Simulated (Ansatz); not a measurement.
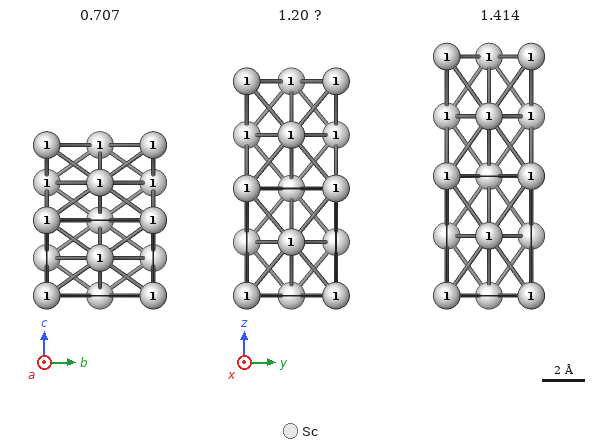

Crystalline Sc (Fm-3m): the ratio of the cell's length along z to its lengths across, counted as 1 for the reference, is changed at fixed volume (a tetragonal or Bain path), with the atoms kept at their fractional coordinates. x, y and z are the Cartesian axes of the input. The picture is a ball-and-stick view of the conventional cell (4 times the calculation's cell), repeated 1 × 1 × 2 with one cell outlined, seen along the a axis. Lengths and directions refer to the drawn axes.

All numbers below come from DFT LDA, scalar-relativistic, plane waves, PAW in Ansatz 0.2.0. Set-up: plane-wave cutoff 420 eV; k-point mesh 20 × 20 × 20; occupations gaussian; smearing width 0.15 eV; no spin polarisation. Energies (free energies at the smearing named) are counted from the cell as listed in its source, which wasn't relaxed.

```tsv
axial ratio over its reference value	energy change (meV/atom)
0.707	71.9
0.780	59.3
0.850	31.5
1.000	0.0
1.200	?
1.300	125.9
1.414	227.6
```

Q: One row is withheld. What is its energy?

A: A straight line between the two neighbours gives 83.9 meV/atom. A cubic through the four nearest rows (0.850, 1.000, 1.300, 1.414) gives, with Lagrange weights, (−0.1124)(31.5) + (0.4020)(0.0) + (0.9734)(125.9) + (−0.2630)(227.6) = 59.2 meV/atom. The calculation gives 58.9 meV/atom, so the cubic is 0.3 meV/atom too high and the straight line 25.0 meV/atom too high, as the curve bends upwards here.

The whole profile:

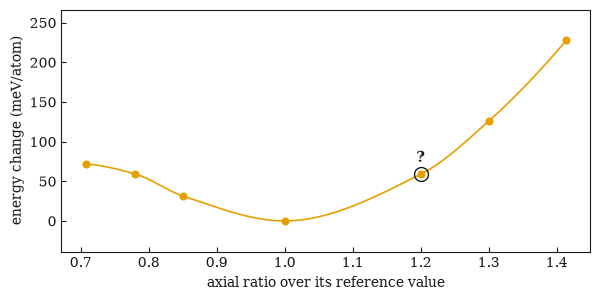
